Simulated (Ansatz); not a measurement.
**Single-point calculation, with input and output: InP**

InP (slab, 12 atoms in the cell), computed with DFT PBE, scalar-relativistic, plane waves, PAW, no spin polarisation (Ansatz 0.2.0).

The structure derives from an entry of the Crystallography Open Database. It belongs to a series of runs on one base structure; here: the substrate alone at its places in the stack. Figures and captions count atoms from 1; the log counts them from 0 in places.

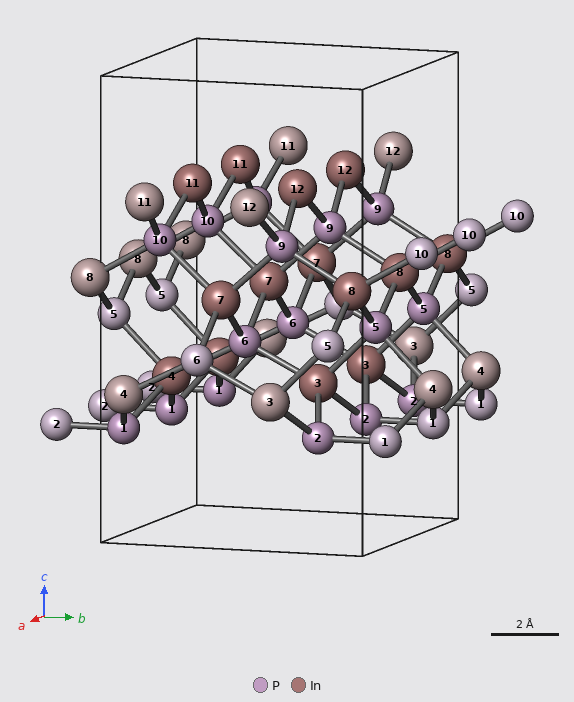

Figure 1. The input geometry (ball-and-stick view of the 2 × 1 repeat of the cell, with the vacuum cut short, seen slightly off an axis; neighbours outside the cell are drawn fainter; atoms are numbered from 1 in the order of the input). An atom can appear more than once, as a periodic image.

Summary:

```json
{"quantity": "outcome", "value": "converged"}
{"quantity": "electrons treated", "value": "108"}
{"quantity": "free energy", "value": "−38119.9472 eV"}
{"quantity": "work function, top face", "value": "4.12 eV"}
{"quantity": "work function, bottom face", "value": "5.18 eV"}
{"quantity": "Fermi energy", "value": "−1.353 eV"}
{"quantity": "gap on the k-point mesh", "value": "none (metallic)"}
{"quantity": "work function (upper face)", "value": "4.12 eV"}
{"quantity": "largest force (length of the vector)", "value": "0.759 eV/Å"}
{"quantity": "hardware", "value": "8 threads of Arm Neoverse V1, 24 GiB of memory available, shared host"}
{"quantity": "wall time", "value": "21 s (CPU time 2.6 min)"}
{"quantity": "peak memory", "value": "3.1 GiB"}
```

Input file:
```yaml
crystal:
  lattice:
    - [4.2144047902, 0.0, 0.0]
    - [0.0, 8.4288095804, 0.0]
    - [0.0, 0.0, 31.3236793731]
  atoms:
    - { symbol: P, position: [-0.0034627167, 0.0866327656, 0.2536105156] }
    - { symbol: P, position: [-0.0035770557, 0.8303740731, 0.2535878498] }
    - { symbol: In, position: [0.4963982477, 0.7387222855, 0.2965282436] }
    - { symbol: In, position: [0.4965492208, 0.1781124182, 0.2965542853] }
    - { symbol: P, position: [0.4964661808, -0.041581029, 0.3541720176] }
    - { symbol: P, position: [0.4964618662, 0.4584315535, 0.3337771068] }
    - { symbol: In, position: [-0.003542533, 0.4584685243, 0.3833059891] }
    - { symbol: In, position: [-0.0035334511, -0.04136749, 0.3986402309] }
    - { symbol: P, position: [-0.0035582067, 0.6919362016, 0.4388631127] }
    - { symbol: P, position: [-0.0035662241, 0.2252035408, 0.4389030544] }
    - { symbol: In, position: [0.496440846, 0.2581059406, 0.4855988321] }
    - { symbol: In, position: [0.4964344347, 0.6597639446, 0.4855767167] }
basis:
  ecutwfc: 420
kpoints:
  mp_grid: { grid: [8, 4, 1] }
hamiltonian:
  xc: pbe
scf:
  occupations: { method: gaussian, width: 0.1 }
output:
  forces: true
  stress: true
  eigenvalues: true
efield:
  axis: 3
  dipole_correction: true
  ramp_width: 0.04
```

Command:
```bash
ansatz run input.yaml --threads 8 --pin off --max-ram 20480MiB --backend cpu --events-out ev --progress --plain --runs-dir out
```

Log:
```
Engine: ansatz 0.2.0, aarch64-unknown-linux-gnu
Pseudopotentials: kind: paw
Pseudopotential: P, paw, valence charge 5, recommended cutoff 420 eV (normal), P.paw.azcp
Pseudopotential: In, paw, valence charge 13, recommended cutoff 420 eV (normal), In.paw.azcp
Functional definition: PBE
  parameter kappa = 0.804
  parameter beta = 0.06672455060314922
  exchange = pbe_x(kappa = kappa, mu = beta*pi^2/3)
  correlation = pbe_c(beta = beta)
Crystal: 12 atoms, lattice volume = 1112.693 Å³
Basis set: ecut = 420 eV, 21627 PW (Γ), exchange–correlation on 60×120×432 points (8 copies of the dense FFT grid, shifted against one another)
Bands: 66, of which v1, the nominal top of the filled ones, is band 54 counted from 1 (53 counted from 0)
Symmetry: 1 space group operations
Space group: P1 (ITA 1), of the structure as read, at distance tolerance 1.0e-4 Å
k-points: 18 of 32 (time reversal used)
Non-local potential: P, projectors of the file, l = 0: 2, l = 1: 2, l = 2: 2
Non-local potential: In, projectors of the file, l = 0: 2, l = 1: 2, l = 2: 2, l = 3: 2
PAW form: soft (Blöchl's): semilocal exchange-correlation on the pseudo side does not see the compensation charge
PAW one-centre angular grid: P, 110 points (default); XC on 64 Gauss nodes
PAW one-centre angular grid: In, 590 points (default); XC on 64 Gauss nodes
Initial density: superposition of atomic densities (neutral atoms: chi_scale 0, normalization atom), corrected by the library's trained network
Initial wavefunctions: pseudopotential atomic-orbital guess
Functional: x = pbe(κ = 0.804, μ = 0.2195149727645171), c = pbe(β = 0.06672455060314922)
SCF iter   1: F=—  HF=-38120.003657 eV  |F-HF|=—  |Δ(HF+E_count)|=         —  Δρ=2.59e-3  dr2=1.74e0  ethr=1.77e-3  p=0.166 e·Å  D=2.70e-2 V/Å  ΔV_dip=-0.85 eV  dr2_dipole=5.41e-1  V_vac-E_F(+/−)=4.20/5.04 eV  ⟨swp⟩=11.3  Hψ=6054  notcnv=0  defer=2
efield: sawtooth ramp at fractional position 0.8496 (placed from the atoms, in the widest stretch of the axis that holds none; the zero of the levels goes with the place), width 0.0400; the density the first Hamiltonian is built on has a dipole p = 0.166 e·Å; the dipole correction subtracts the counter field D = 2.70e-2 V/Å, which shifts the + side's vacuum level by -0.85 eV against the − side's; the planar-averaged density in the ramp window peaks in size at 3.5e-7 e/Å³
preconditioner: auto → LDOS  [metal: Δε(μ)=0.044 eV  Ē_g=12.590 eV  σ=0.100 eV  W_gap=0.24  n_scr=124 (ndim 8)  ℏωp=11.6 eV  f_vac=0.665  D(μ)=5.99/eV (n_scr^D=22)  β→1.0]
SCF iter   2: F=—  HF=-38119.984907 eV  |F-HF|=—  |Δ(HF+E_count)|=   1.88e-2  Δρ=2.16e-3  dr2=1.22e0  ethr=1.61e-3  p=0.229 e·Å  D=3.73e-2 V/Å  ΔV_dip=-1.17 eV  dr2_dipole=3.87e-1  V_vac-E_F(+/−)=4.05/5.22 eV  ⟨swp⟩=2.9  Hψ=1584  notcnv=0  defer=62
SCF iter   3: F=—  HF=-38119.949201 eV  |F-HF|=—  |Δ(HF+E_count)|=   3.57e-2  Δρ=4.72e-4  dr2=2.11e-2  ethr=1.13e-3  p=0.208 e·Å  D=3.39e-2 V/Å  ΔV_dip=-1.06 eV  dr2_dipole=3.89e-3  V_vac-E_F(+/−)=4.12/5.18 eV  ⟨swp⟩=2.2  Hψ=1250  notcnv=0  defer=64
SCF iter   4: F=—  HF=-38119.947215 eV  |F-HF|=—  |Δ(HF+E_count)|=   1.99e-3  Δρ=1.92e-4  dr2=1.85e-3  ethr=1.95e-5  p=0.210 e·Å  D=3.42e-2 V/Å  ΔV_dip=-1.07 eV  dr2_dipole=3.87e-4  V_vac-E_F(+/−)=4.11/5.18 eV  ⟨swp⟩=2.2  Hψ=1932  notcnv=0  defer=63
SCF iter   5: F=—  HF=-38119.947230 eV  |F-HF|=—  |Δ(HF+E_count)|=   1.47e-5  Δρ=1.17e-4  dr2=1.19e-3  ethr=1.71e-6  p=0.209 e·Å  D=3.40e-2 V/Å  ΔV_dip=-1.07 eV  dr2_dipole=4.12e-4  V_vac-E_F(+/−)=4.11/5.18 eV  ⟨swp⟩=2.1  Hψ=1622  notcnv=0  defer=63
SCF iter   6: F=—  HF=-38119.947198 eV  |F-HF|=—  |Δ(HF+E_count)|=   3.22e-5  Δρ=4.38e-5  dr2=2.42e-4  ethr=1.10e-6  p=0.208 e·Å  D=3.38e-2 V/Å  ΔV_dip=-1.06 eV  dr2_dipole=8.04e-5  V_vac-E_F(+/−)=4.12/5.18 eV  ⟨swp⟩=1.0  Hψ=1124  notcnv=0  defer=63
SCF iter   7: F=—  HF=-38119.947195 eV  |F-HF|=—  |Δ(HF+E_count)|=   2.73e-6  Δρ=1.55e-5  dr2=1.55e-5  ethr=2.24e-7  p=0.207 e·Å  D=3.36e-2 V/Å  ΔV_dip=-1.05 eV  dr2_dipole=1.30e-7  V_vac-E_F(+/−)=4.12/5.18 eV  ⟨swp⟩=2.0  Hψ=1265  notcnv=0  defer=63
SCF iter   8: F=—  HF=-38119.947217 eV  |F-HF|=—  |Δ(HF+E_count)|=   2.22e-5  Δρ=9.56e-6  dr2=4.94e-6  ethr=1.44e-8  p=0.207 e·Å  D=3.36e-2 V/Å  ΔV_dip=-1.05 eV  dr2_dipole=1.52e-7  V_vac-E_F(+/−)=4.12/5.18 eV  ⟨swp⟩=2.3  Hψ=1968  notcnv=0  defer=58
SCF iter   9: F=—  HF=-38119.947217 eV  |F-HF|=—  |Δ(HF+E_count)|=   6.58e-8  Δρ=4.64e-6  dr2=1.28e-6  ethr=4.57e-9  p=0.206 e·Å  D=3.36e-2 V/Å  ΔV_dip=-1.05 eV  dr2_dipole=1.45e-7  V_vac-E_F(+/−)=4.12/5.18 eV  ⟨swp⟩=2.0  Hψ=1453  notcnv=0  defer=58
SCF iter  10: F=—  HF=-38119.947218 eV  |F-HF|=—  |Δ(HF+E_count)|=   1.86e-7  Δρ=2.41e-6  dr2=2.94e-7  ethr=1.18e-9  p=0.206 e·Å  D=3.36e-2 V/Å  ΔV_dip=-1.05 eV  dr2_dipole=3.46e-10  V_vac-E_F(+/−)=4.12/5.18 eV  ⟨swp⟩=2.5  Hψ=1849  notcnv=0  defer=58
SCF iter  11: F=-38119.947218 eV  HF=-38119.947218 eV  |F-HF|=1.40e-8  |Δ(HF+E_count)|=   6.01e-8  Δρ=1.11e-6  dr2=4.70e-8  ethr=9.26e-11  p=0.206 e·Å  D=3.36e-2 V/Å  ΔV_dip=-1.05 eV  dr2_dipole=7.79e-10  V_vac-E_F(+/−)=4.12/5.18 eV  ⟨swp⟩=17.9  Hψ=6848  notcnv=0
SCF 1 converged in 11 iterations: F = -38119.947218 eV  dr2 = 4.70e-8
  greatest PAW one-centre occupation: 0.982 electrons in one spin orbital (limit 2), on the In atom at site 11 (counted from 0), in its partial waves of l = 2
```

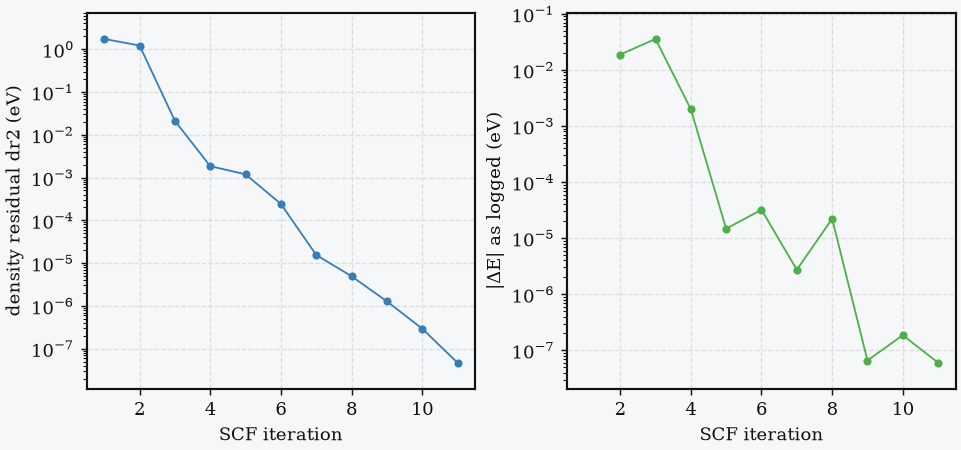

Figure 2. Convergence of the self-consistent field: density residual dr2 and size of the energy change against the SCF iteration. The residual falls at every step.

```
SCF converged after 11 iterations
Free energy (F): -38119.947218 eV
Harris-Foulkes:  -38119.947218 eV  (|F-HF|=1.40e-8)
Internal energy: -38119.901239 eV  (E = F + TS)
E sigma→0 (E₀):  -38119.924229 eV
Entropy (-TS):   -0.045978 eV (-3.832 meV/atom)
Fermi energy:    -1.352728 eV
Dipole field:    D = 0.033593 V/Å  (p = 0.206569 e·Å, saw-weighted, corrected)
Work function:   Φ+ = 4.1238 eV   Φ− = 5.1761 eV
Levels:          The Fermi level and band energies are counted from a zero that moves with the ramp; work functions are not
--- Per-component energies (eV) ---
  E_band       = -1238.602504
  E_kinetic    = 1864.966274
  E_local      = -89386.450276  (includes V_loc(G=0)·N_el)
  E_nonlocal   = 2405.507072
  E_hartree    = 43344.666385
  E_xc         = -1653.693661
  E_vxc        = -950.267058  (∫ρ·V_xc dr)
  E_paw        = -28342.701219  (= ΣΔE_a)
  E_vpaw       = -1860.733060  (= ΣTr[D̂ρ^β])
  E_aug_tail   = 0.000171  (compensation charges beyond the density's cutoff)
  E_efield     = 0.003470  (sawtooth field / dipole correction)
  E_vefield    = -0.991809  (∫n·V_field dr)
  E_ewald      = 33647.800545
  E_smearing   = -0.045978  (= −TS)
  E_closure    = 0.000000  (closes the sum)
  Σ components = -38119.947218   (vs F -38119.947218, Δ=0.00e0)
--- Forces (eV/Å), atoms counted from 1 ---
  atom   1  P     -0.00040233    -0.02523988     0.00794336
  atom   2  P      0.00003102     0.02373753     0.01108236
  atom   3  In     0.00045157     0.00530810    -0.02493945
  atom   4  In    -0.00023230    -0.00247953    -0.02569257
  atom   5  P      0.00005915    -0.00061878     0.01164015
  atom   6  P     -0.00005286     0.00061446     0.03024693
  atom   7  In     0.00004870     0.00105229    -0.17281155
  atom   8  In    -0.00007263    -0.00112470    -0.05357022
  atom   9  P     -0.00005421     0.32140794    -0.26401900
  atom  10  P      0.00027180    -0.32527273    -0.26369368
  atom  11  In    -0.00020928     0.66199857     0.37050689
  atom  12  In     0.00016136    -0.65938085     0.37328295
  max |Σ_I F_I| component: 2.38e-5 eV/Å
--- Stress (GPa, compression-positive) ---
        0.261173      -0.000105       0.000163
       -0.000105      -0.555931      -0.000120
        0.000163      -0.000120       0.207534
  P = ⅓ Tr σ = -0.0291 GPa (-0.291 kbar)
--- Band table (eV; the first three rows and the last of 18) ---
  k-point 0: bands = ["-16.0851", "-16.0778", "-16.0141", "-15.9941", "-15.9396", "-15.9224", "-15.9204", "-15.9193", "-15.8739", "-15.8588", "-15.8363", "-15.8194", "-15.8068", "-15.8064", "-15.7852", "-15.7838", "-15.7835", "-15.7752", "-15.7605", "-15.7556", "-15.7237", "-15.7113", "-15.6840", "-15.6758", "-15.6700", "-15.6545", "-15.6346", "-15.6111", "-15.6011", "-15.5900", "-13.2081", "-12.4862", "-11.5935", "-11.4703", "-11.3148", "-9.9474", "-7.1481", "-6.8962", "-6.2969", "-5.9506", "-5.2923", "-4.4256", "-3.9225", "-3.8437", "-3.5520", "-3.3115", "-3.0881", "-2.7485", "-2.7099", "-2.5548", "-2.3742", "-1.9005", "-1.8389", "-1.4705", "-1.0838", "-0.9344", "-0.1715", "0.3020", "0.5117", "0.6711", "0.7116", "1.0229", "1.3907", "1.4649", "2.2717", "2.5897"]
  k-point 1: bands = ["-16.0836", "-16.0778", "-16.0144", "-15.9941", "-15.9391", "-15.9291", "-15.9223", "-15.9066", "-15.8742", "-15.8587", "-15.8365", "-15.8170", "-15.8079", "-15.8038", "-15.7947", "-15.7880", "-15.7766", "-15.7746", "-15.7564", "-15.7488", "-15.7250", "-15.7111", "-15.6879", "-15.6835", "-15.6705", "-15.6546", "-15.6334", "-15.6104", "-15.6043", "-15.5909", "-13.1867", "-12.4152", "-11.8180", "-11.5512", "-11.1706", "-9.8694", "-7.1565", "-6.7727", "-6.2221", "-5.9714", "-5.1112", "-4.5503", "-4.0769", "-3.8069", "-3.7798", "-3.3072", "-3.2966", "-2.9942", "-2.6961", "-2.6252", "-2.3552", "-1.9535", "-1.7703", "-1.3950", "-1.0766", "-0.7599", "0.0539", "0.3977", "0.4264", "0.8648", "1.0419", "1.1583", "1.2802", "1.9083", "2.1139", "2.3117"]
  k-point 2: bands = ["-16.0814", "-16.0784", "-16.0146", "-15.9940", "-15.9380", "-15.9328", "-15.9221", "-15.8988", "-15.8749", "-15.8585", "-15.8368", "-15.8133", "-15.8085", "-15.8011", "-15.8001", "-15.7942", "-15.7742", "-15.7736", "-15.7568", "-15.7264", "-15.7210", "-15.7185", "-15.7087", "-15.6828", "-15.6710", "-15.6548", "-15.6320", "-15.6097", "-15.6075", "-15.5918", "-13.1644", "-12.2573", "-12.0991", "-11.5668", "-11.1218", "-9.7917", "-7.1265", "-6.7477", "-6.0276", "-5.9431", "-5.0129", "-4.7279", "-4.1352", "-3.9160", "-3.8319", "-3.6873", "-3.3181", "-3.1234", "-2.6596", "-2.6141", "-2.3197", "-2.0136", "-1.4941", "-1.3944", "-1.3255", "-0.4655", "0.1536", "0.3658", "0.6353", "0.6926", "1.0357", "1.0883", "1.9691", "2.1096", "2.2571", "2.5511"]
  k-point 17: bands = ["-16.0925", "-16.0881", "-16.0104", "-15.9660", "-15.9546", "-15.9430", "-15.9367", "-15.8958", "-15.8890", "-15.8687", "-15.8677", "-15.8594", "-15.8201", "-15.8049", "-15.8028", "-15.7720", "-15.7570", "-15.7350", "-15.7297", "-15.7258", "-15.7152", "-15.7114", "-15.6935", "-15.6856", "-15.6733", "-15.6491", "-15.6300", "-15.6072", "-15.5989", "-15.5935", "-12.4981", "-11.2918", "-11.1745", "-11.1257", "-11.1038", "-9.0432", "-7.2662", "-7.2142", "-6.9564", "-6.9252", "-6.5862", "-6.0701", "-4.7433", "-4.4751", "-4.3446", "-4.0208", "-3.9160", "-3.8860", "-3.6977", "-3.6539", "-2.9550", "-2.9226", "-2.2817", "-1.5630", "-1.5191", "-0.4495", "0.7090", "0.7187", "1.0785", "1.1148", "1.3788", "1.6348", "1.7220", "2.2320", "2.2758", "2.6004"]
```

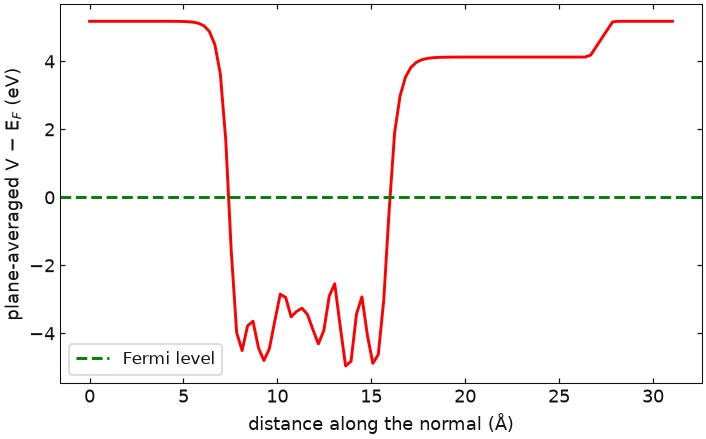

Figure 3. Plane average of the electrostatic potential energy of an electron across the cell, from the Fermi level. The vacuum level lies 4.12 eV above the Fermi level on the upper side and 5.18 eV on the lower.

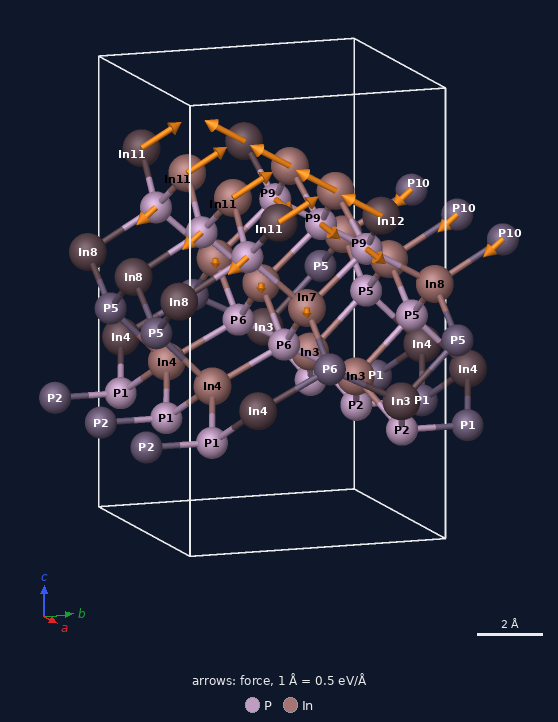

Figure 4. Forces on the atoms as orange arrows (ball-and-stick view of the 2 × 1 repeat of the cell, with the vacuum cut short, seen slightly off an axis; neighbours outside the cell are drawn fainter; atoms are numbered from 1 in the order of the input); the smallest are left out. The largest act on In11, In12 (0.76 eV/Å); P9, P10 (0.42 eV/Å). The geometry is not a stationary point of this energy.
